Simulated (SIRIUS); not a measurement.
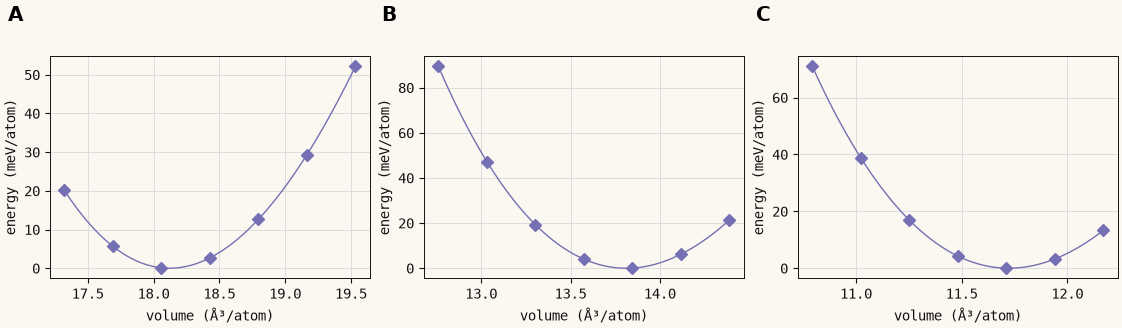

Each panel shows the energy against volume for one of these solids: HfN, Fm-3m (No. 225); Nb, Im-3m (No. 229); Ru, P6_3/mmc (No. 194).

Method: plane-wave DFT, no spin polarisation; energies at scaled volumes of the given cell, shape and fractions fixed, counted from the fit's minimum, third-order Birch-Murnaghan fit (SIRIUS 7.12.0). Level: PBE.

**Which panel belongs to which solid?**

A is Nb (energy from 0.12 meV/atom to 52.19 meV/atom, V0 18.12 Å³/atom, B0 171 GPa); B is Ru (energy from 0.08 meV/atom to 89.46 meV/atom, V0 13.81 Å³/atom, B0 307 GPa); C is HfN (energy from 0.01 meV/atom to 71.00 meV/atom, V0 11.72 Å³/atom, B0 266 GPa).

For HfN, limits of the calculation: coarse k mesh.

For Ru, limits of the calculation: coarse k mesh; shape and atomic fractions are frozen while scaling, which makes layered, chain and framework solids too stiff.
